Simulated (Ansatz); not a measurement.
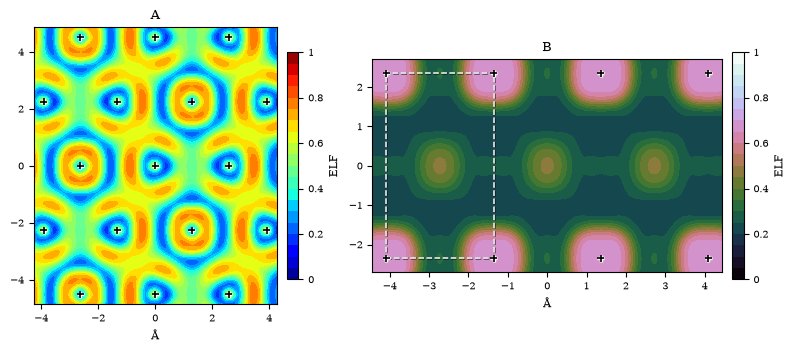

The electron localisation function of 2 systems, each on a plane through atoms (crosses mark nuclei in the plane).

All numbers below come from Ansatz, DFT PBEsol, scalar-relativistic, plane waves, PAW.

System 1: Pt, the (010) plane of the conventional cell. Space group P6₃/mmc; a structure from a database of computed crystals, not necessarily the ambient phase.

```
Pt
1.0
     2.72517    0.00000    0.00000
    -1.36258    2.36007    0.00000
     0.00000    0.00000    4.70681
Pt
2
Direct
  0.66667 0.33333 0.75000
  0.33333 0.66667 0.25000
```

System 2: Si₂Mo, the (11̄0) plane of the conventional cell. Space group I4/mmm; computed without spin polarisation.

```cif
data_structure
_symmetry_space_group_name_H-M 'P 1'
_symmetry_Int_Tables_number 1
_cell_length_a 3.1901
_cell_length_b 3.1901
_cell_length_c 7.8214
_cell_angle_alpha 90.000
_cell_angle_beta 90.000
_cell_angle_gamma 90.000
_cell_volume 79.59
loop_
_atom_site_label
_atom_site_type_symbol
_atom_site_fract_x
_atom_site_fract_y
_atom_site_fract_z
_atom_site_occupancy
Si1 Si 0.00000 0.00000 0.33506 1
Si2 Si 0.50000 0.50000 0.83506 1
Si3 Si 0.00000 0.00000 0.66494 1
Si4 Si 0.50000 0.50000 0.16494 1
Mo1 Mo 0.00000 0.00000 0.00000 1
Mo2 Mo 0.50000 0.50000 0.50000 1
```

Question: Match each panel to its system.

Answer: Panel A is system 2, Si₂Mo: the plane holds Si and Mo. Si–Mo (2.60 Å): the ELF peaks at about 0.70 in the valence shell of Si, 0.9 Å from its nucleus, and is about 0.40 at the midpoint. Panel B is system 1, Pt: the plane holds Pt. Pt–Pt (2.73 Å): the ELF is about 0.30 at the midpoint; no shared electron pair shows on this line.
